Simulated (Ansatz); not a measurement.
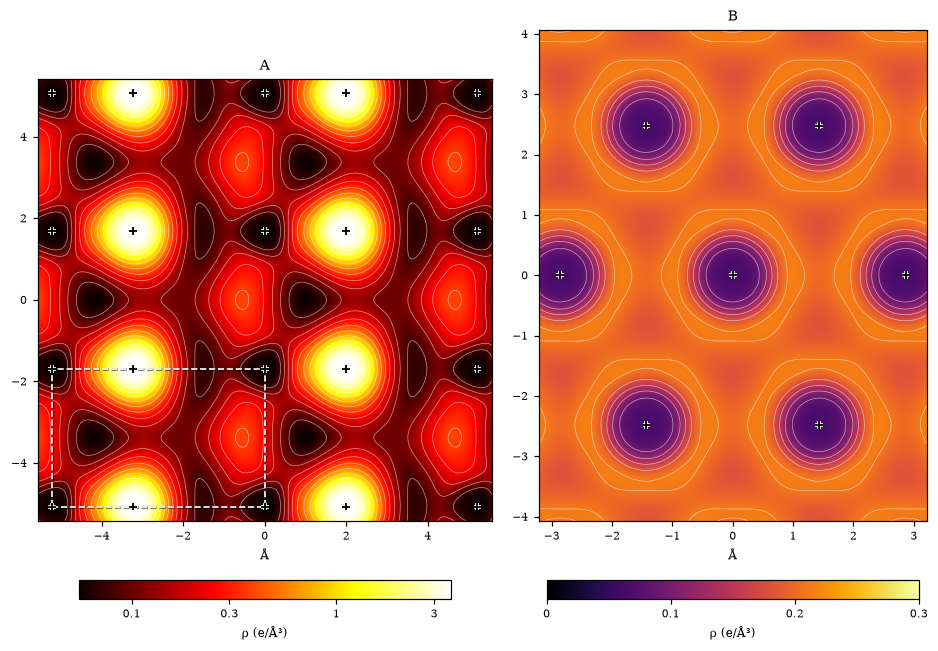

The valence electron density of 2 systems, each on a plane through atoms (crosses mark nuclei in the plane).

Level of theory: DFT PBE, scalar-relativistic, plane waves, PAW in Ansatz.

System 1: Al, the (001) plane of the conventional cell. Space group P-1; not relaxed (largest force 0.8 eV/Å).

```
Al
1.0
     2.02398    0.00000   -2.02398
     0.00000    2.02398   -2.02398
     8.77058    8.09592    7.42126
Al
6
Direct
  0.30556 0.16667 0.58333
  0.69444 0.83333 0.41667
  0.58333 0.50000 0.75000
  0.13889 0.16667 0.08333
  0.86111 0.83333 0.91667
  0.41667 0.50000 0.25000
```

System 2: AlN, the (11̄0) plane of the conventional cell. Space group P6₃mc; changed on purpose from its base cell (strain +0.080 along x and y, +0.040 along z, atoms carried along); computed pressure about −25 GPa in this cell.

### Match each panel to its system.

Panel A is system 2, AlN: the plane holds Al and N. Al–N (1.99 Å): ρ at the midpoint is about 0.59 e/Å³. Panel B is system 1, Al: the plane holds Al. Al–Al (2.86 Å): ρ at the midpoint is about 0.2 e/Å³.
